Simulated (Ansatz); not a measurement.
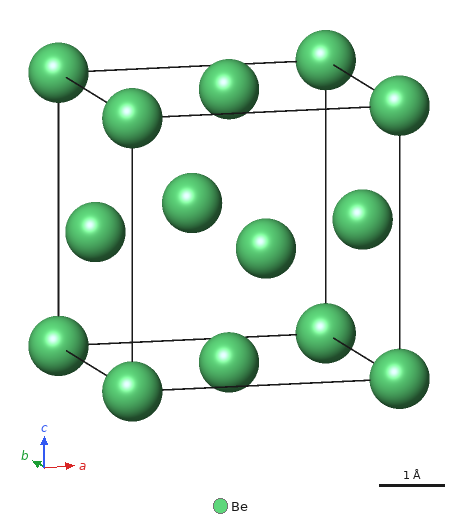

This is a symmetric starting cell of Be (made from another compound by putting Be in place of Ba). A ball-and-stick model of the conventional cell (4 times the calculation's cell), seen slightly off an axis. Lengths and directions refer to the drawn axes.

Theory: DFT PBE, scalar-relativistic, plane waves, PAW in Ansatz 0.2.0. Settings: plane-wave cutoff 420 eV; k-point mesh 16 × 16 × 16; occupations gaussian; smearing width 0.1 eV; no spin polarisation.

The variant: All lengths are scaled by +1.0 % (volume +3.0 %), the atoms keeping their fractional coordinates. No relaxation follows. The starting cell wasn't computed here and needn't be at equilibrium, so pressure and forces aren't due to the change alone.

What does the calculation give for the changed structure?

Answer. The pressure is −20.5 GPa (not all of it need come from the change, since the unchanged cell can be under pressure at this level too). All forces vanish by symmetry. The space group stays Fm-3m (No. 225).
